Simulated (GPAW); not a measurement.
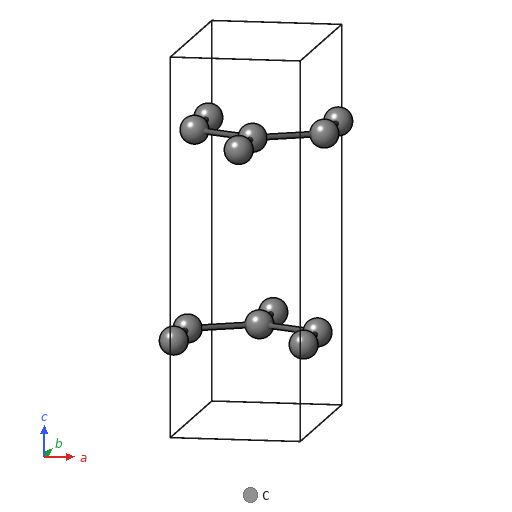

System: C, space group Cmme (No. 67). The picture shows the conventional cell.

Input file:
```
from ase import Atoms
from ase.eos import EquationOfState
from ase.io import Trajectory
from ase.units import GPa
from gpaw import GPAW, PW

atoms = Atoms(['C', 'C', 'C', 'C'],
              cell=[[1.22804797, -2.12706182, 0.0],
                    [1.22804797, 2.12706182, 0.0],
                    [0.0, 0.0, 7.17326776]],
              scaled_positions=[[0.91662054, 0.08337946, 0.7531376],
                                [0.41662054, 0.58337946, 0.2468624],
                                [0.08337946, 0.91662054, 0.2468624],
                                [0.58337946, 0.41662054, 0.7531376]],
              pbc=True)

traj = Trajectory('eos.traj', 'w')
volumes, energies = [], []
for x in [0.94, 0.96, 0.98, 1.0, 1.02, 1.04, 1.06]:
    a = atoms.copy()
    a.set_cell(atoms.cell * x**(1 / 3), scale_atoms=True)
    calc = GPAW(mode=PW(800),
                xc='LDA',
                kpts={'size': (10, 10, 3), 'gamma': True},
                occupations={'name': 'fermi-dirac', 'width': 0.05},
                nbands=18,
                convergence={'density': 1e-05, 'energy': 1e-05},
                maxiter=150,
                txt=f'eos-{x:.2f}.txt')
    a.calc = calc
    energies.append(a.get_potential_energy(force_consistent=True))
    volumes.append(a.get_volume())
    p = -a.get_stress()[:3].mean() / GPa
    calc.write(f'eos-{x:.2f}.gpw')
    traj.write(a)
    print(f'{x:.2f} {volumes[-1]:10.4f} A^3 {energies[-1]:14.6f} eV {p:9.3f} GPa', flush=True)

v0, e0, B = EquationOfState(volumes, energies, eos='birchmurnaghan').fit()
print(f'V0 = {v0:.4f} A^3, E0 = {e0:.6f} eV, B0 = {B / GPa:.2f} GPa')
```

Run as:
```bash
OMP_NUM_THREADS=1 python run.py
```

Method: PAW DFT in plane waves, on a grid or in atomic orbitals, no spin polarisation; energies at scaled volumes of the given cell, shape and fractions fixed, counted from the fit's minimum, third-order Birch-Murnaghan fit (GPAW 26.7.0). Level: LDA.

| setting | value |
| --- | --- |
| k mesh | 10×10×3 |
| occupations | Fermi–Dirac |
| smearing width | 0.05 eV |
| potentials | GPAW PAW data sets (gpaw data 1.2.1) |
| wave cutoff | 800 eV |
| program settings | basis pw |

What does the calculation give for the energy against volume? The volume takes the values 8.8066, 8.9940, 9.1814, 9.3688, 9.5561, 9.7435, 9.9309 Å³/atom.

A third-order Birch–Murnaghan fit gives V0 = 9.24 Å³/atom, B0 = 273 GPa and B′ = 3.6. The energy is 18.85 meV/atom at volume 8.8066 Å³/atom and 39.07 meV/atom at 9.9309 Å³/atom; the lowest computed point is at volume 9.1814 Å³/atom (0.35 meV/atom), in a single well.

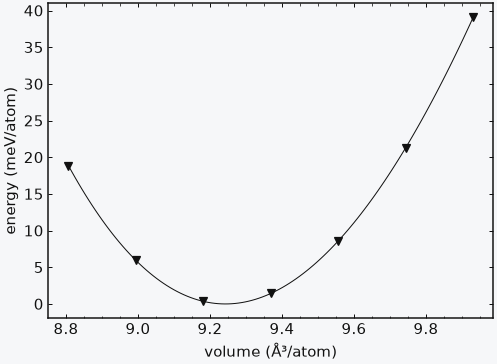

Limits of the calculation: shape and atomic fractions are frozen while scaling, which makes layered, chain and framework solids too stiff.
